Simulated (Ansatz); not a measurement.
# Calculations on Al₄₇O₇₂

## 1. Relaxation

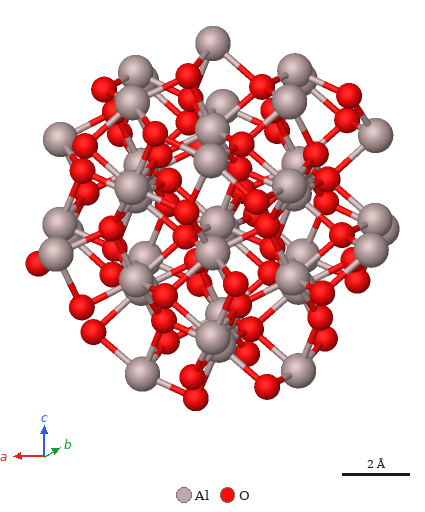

A defect cell of composition Al$_{47}$O$_{72}$ (cell charge −1), before the relaxation. The picture is a ball-and-stick view of the atoms within 5.8 Å of the atom that moves most (axes of the cell of the calculation (origin shifted)), seen from a free direction.

Method: DFT, PBEsol, PAW, plane waves in Ansatz.

Settings: plane-wave cutoff 420 eV; k-point mesh 1 × 1 × 1; mesh shifted by (0.25, 0.25, 0.25); no spin polarisation; atoms relaxed in a fixed cell; force threshold 0.03 eV/Å; at most 80 steps.

```xyz
119
Lattice="9.5479 0.0000 0.0000 -4.7739 8.2687 0.0000 0.0000 0.0000 13.0136" Properties=species:S:1:pos:R:3 pbc="T T T"
Al    2.3944    1.3742    2.4104
Al    0.0042    5.4963    2.4178
Al    7.0975    1.3749    2.3757
Al    4.8021    5.5267    2.4081
Al    0.0071    2.7730    0.2172
Al   -2.3944    6.8712    0.2524
Al    4.7741    2.7421    0.2548
Al    2.4047    6.8877    0.2284
Al   -0.0088    2.7430    4.0905
Al   -2.3656    6.8923    4.0946
Al    4.7760    2.7228    4.1090
Al    2.4113    6.9310    4.0654
Al   -0.0358    2.7613    6.7321
Al   -2.4164    6.8896    6.7443
Al    4.7702    2.7568    6.7606
Al    2.3975    6.8752    6.7897
Al   -0.0020    0.0208    4.5871
Al    7.1513    4.1178    4.5795
Al    0.0099    8.2299    4.5664
Al    0.0102    0.0132    1.9315
Al   -2.3804    4.1637    1.9045
Al    0.0041    8.2419    1.9259
Al    2.3864    4.1644    1.8790
Al    9.5431    0.0036    8.4290
Al    7.1583    4.1302    8.4211
Al    4.7962    0.0111    8.4392
Al    2.3704    4.1385    8.4244
Al   -0.0126    0.0269   11.1031
Al    7.1564    4.1070   11.0765
Al    4.7707    0.0138   11.0894
Al    2.3542    4.1214   11.0851
Al    2.3809    1.3650    8.9204
Al   -0.0208    5.5265    8.9459
Al    7.1507    1.3607    8.8900
Al    4.7728    5.5184    8.8836
Al    2.3650    1.3625    6.2829
Al   -0.0148    5.4562    6.2773
Al    7.1844    1.3886    6.2779
Al    4.8059    5.5362    6.2671
Al    2.3681    1.3605   12.7844
Al    0.0441    5.5372   12.7777
Al    7.1992    1.3788   12.7799
Al    4.7830    5.5143   12.7897
Al    0.0060    2.7661   10.6133
Al   -2.3852    6.8941   10.6265
Al    4.7372    2.7313   10.5822
Al    2.3948    6.8926   10.5861
O    -3.3441    8.2550    3.2553
O    -0.9427    4.1132    3.2247
O     6.2297    0.0302    3.2321
O     3.8569    4.1842    3.2307
O     3.1394    0.1309    1.0668
O     0.7252    4.2215    1.0767
O     7.8994    0.1010    1.1106
O     5.5042    4.2359    1.1035
O     8.7895    1.2526    3.2692
O     6.4233    5.3596    3.2515
O     4.0444    1.2840    3.2587
O     1.6701    5.3913    3.2457
O     1.6739    2.8881    3.2195
O    -0.7269    7.0129    3.2378
O     6.4214    2.8324    3.2470
O     4.0023    7.0192    3.2687
O     0.9230    1.3695    1.0447
O    -1.4419    5.5084    1.0995
O     5.7122    1.3964    1.0536
O     3.3003    5.5386    1.1064
O     1.6350    0.1171    7.5828
O    -0.7489    4.2617    7.6053
O     6.4823    0.1176    7.5992
O     4.0472    4.2570    7.5968
O     0.7164    1.5039    5.4560
O    -1.6647    5.5986    5.4343
O     5.4841    1.4649    5.4362
O     3.1317    5.6404    5.3881
O    -1.4656    2.7527    5.4303
O    -3.8506    6.8572    5.3916
O     3.3420    2.7567    5.4201
O     0.9087    6.9049    5.3992
O    -0.7333    1.5038   11.9479
O    -3.1150    5.6241   11.9193
O     4.0576    1.4924   11.9181
O     1.6664    5.6584   11.9188
O     7.8504    2.8863    9.7585
O    -4.0462    7.0347    9.7453
O     3.1128    2.8978    9.7557
O     0.7177    7.0193    9.7629
O     3.0981    2.6345    1.1178
O     0.7526    6.7704    1.0823
O     7.8947    2.6232    1.0959
O     5.4870    6.7323    1.0673
O     3.8581    1.3705    7.5857
O     1.5116    5.4955    7.5683
O     8.6409    1.3727    7.5622
O     6.2354    5.5141    7.6111
O     1.6947    2.6124    7.5754
O    -0.7359    6.7861    7.5960
O     6.4531    2.6200    7.5855
O     4.0488    6.7838    7.6049
O     0.7103    4.0176    5.4310
O    -1.6648    8.1758    5.4116
O     5.5114    4.0307    5.4549
O     3.0811    8.1586    5.4331
O     1.4446    2.7892   11.9296
O    -0.9153    6.8977   11.9275
O     6.2205    2.7765   11.9040
O     3.8490    6.8739   11.9114
O    -1.4240    8.2517    9.7802
O     0.8920    4.1035    9.7619
O     3.3031    8.2680    9.7905
O     5.6914    4.0968    9.7395
O     0.7301    1.2715    9.7691
O    -1.6647    5.3862    9.7673
O     5.4941    1.2891    9.7986
O     3.0975    5.4021    9.7519
O    -0.7133    4.0475   11.9283
O    -3.0702    8.1701   11.9294
O     4.0206    4.0167   11.9082
O     1.6418    8.1699   11.9072
```

**Where does the relaxation end?**

Al23 moves most: 0.19 Å roughly along [0 −1 3]. Largest moves by element: Al 0.19 Å, O 0.15 Å. The cell doesn't change. Some distances before and after: Al11–O51 1.937 → 1.791 Å, Al16–O75 2.007 → 1.881 Å, Al23–O51 1.998 → 1.874 Å, Al12–O75 1.984 → 1.863 Å. Bond angles that change, for instance: O59–Al12–O75 84.4° → 100.9°, O59–Al23–O88 159.9° → 175.0°, O60–Al9–O100 86.5° → 101.2°. The energy falls by 3.269 eV per cell of the calculation in 5 geometry steps. The largest force component goes from 3.8 to 0.024 eV/Å. The run took 100 s on 7 threads of Arm Neoverse-V2, peak memory 2.5 GiB.

Step by step:

```csv
step,"E − E(0), meV/atom","largest force component, eV/Å"
0,0.00,3.7951
1,-17.35,2.5390
2,-27.19,0.3440
3,-27.43,0.1220
4,-27.47,0.0243
5,-27.47,0.0242
```

The end point in the same view:

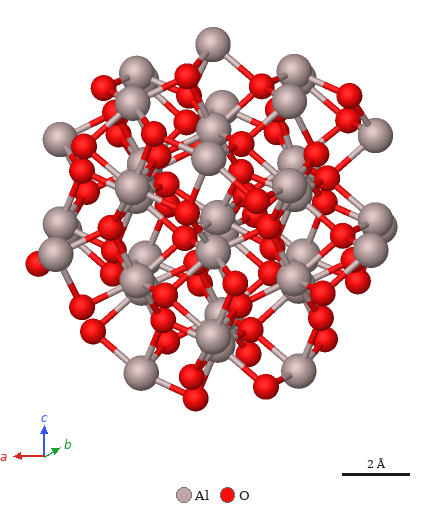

Limits of the set-up: the cell is charged, on a uniform background, and energies carry no finite-size correction.

## 2. Relaxation

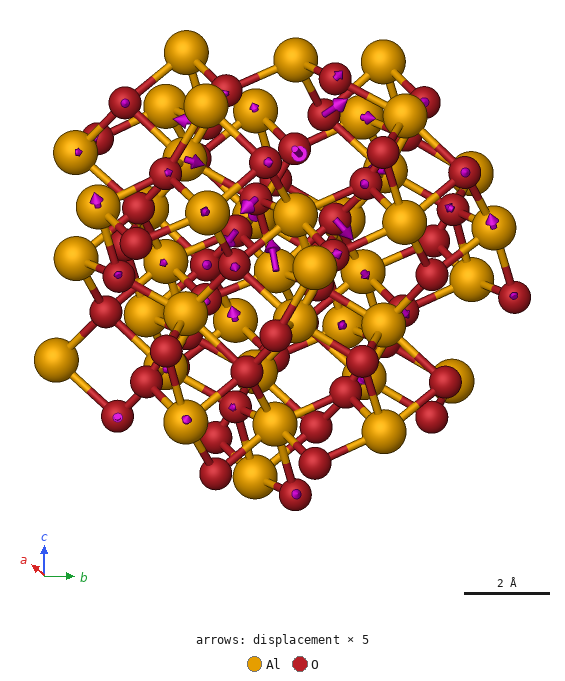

A relaxation of a defect cell of composition Al47O72. The starting structure is drawn; purple arrows show the displacements, magnified 5 times.

The picture is a ball-and-stick view of the atoms within 5.8 Å of the atom that moves most (axes of the cell of the calculation (origin shifted)), seen from a free direction.

Computed with DFT, PBEsol, PAW, plane waves in Ansatz. (plane-wave cutoff 420 eV; k-point mesh 1 × 1 × 1; mesh shifted by (0.25, 0.25, 0.25); collinear spin; atoms relaxed in a fixed cell; force threshold 0.03 eV/Å; at most 80 steps)

Question: What did the optimiser do to the structure, and how much energy did it gain?

Answer: After 6 geometry steps the energy has fallen by 2.447 eV per cell of the calculation. The largest force component goes from 2.7 to 0.011 eV/Å. The largest move is that of an Al atom, 0.18 Å roughly along [−1 −1 3]. Largest moves by element: Al 0.18 Å, O 0.17 Å. The lattice vectors keep their values. Some distances before and after: Al–O 1.937 → 1.809 Å, Al–O 1.985 → 1.876 Å, Al–O 1.998 → 1.894 Å, Al–O 1.822 → 1.925 Å. Among the angles between lasting bonds that change: O–Al–O 84.4° → 99.0°, O–Al–O 159.9° → 174.0°, O–Al–O 86.5° → 99.0°. The run took 22 s on 1 × NVIDIA GB300 with 8 threads of Arm Neoverse-V2, peak memory 2.2 GiB.

## 3. Defect

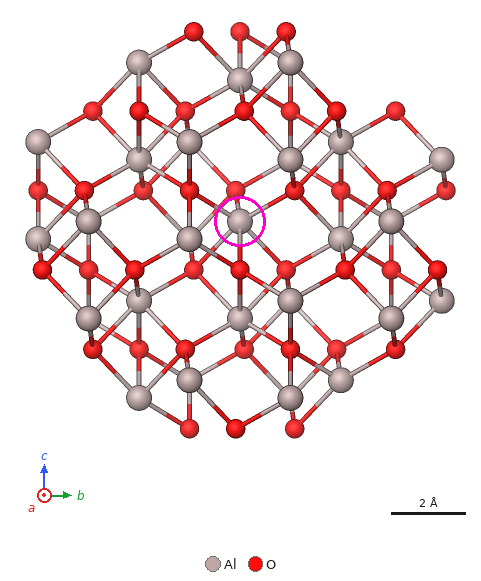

Perfect Al$_{2}$O$_{3}$. Style: ball-and-stick. Shown: the atoms within 6.0 Å of one point, in a slice 5.0 Å thick across the line of sight, along the a axis.

All numbers below come from DFT, PBEsol, PAW, plane waves in Ansatz 0.2.0. Settings: plane-wave cutoff 420 eV; k-point mesh 1 × 1 × 1; mesh shifted by (0.25, 0.25, 0.25); collinear spin. Fermi-Dirac smearing of 0.01 eV. A uniform background neutralises the charged cell. The axes drawn are those of the host's conventional cell.

An aluminium atom is taken out (a vacancy) at the ringed place, in charge state −2. The supercell has 120 sites, and the atoms are relaxed at the host's cell.

How do the neighbours respond?

Around the empty Al site the host had 6 O at 1.86 to 1.97 Å; after relaxation the nearest atoms are 6 O at 2.01 to 2.12 Å. Of the host's atoms, an aluminium atom moves furthest from its site, by 0.19 Å. The cell's net moment is 1.00 μB.

The relaxed defect, seen from the same direction:

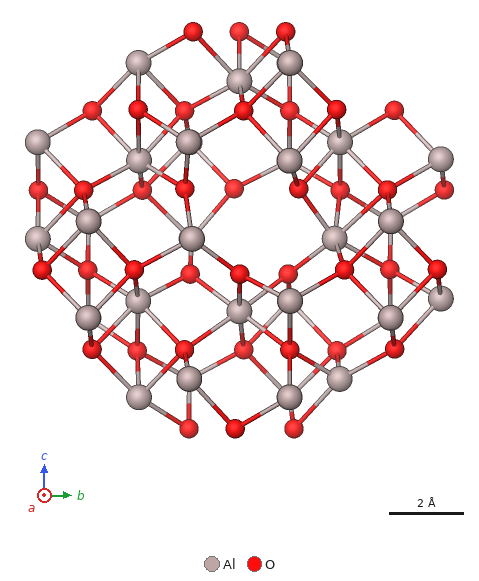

Limits of the set-up: the cell is charged, on a uniform background, and energies carry no finite-size correction.
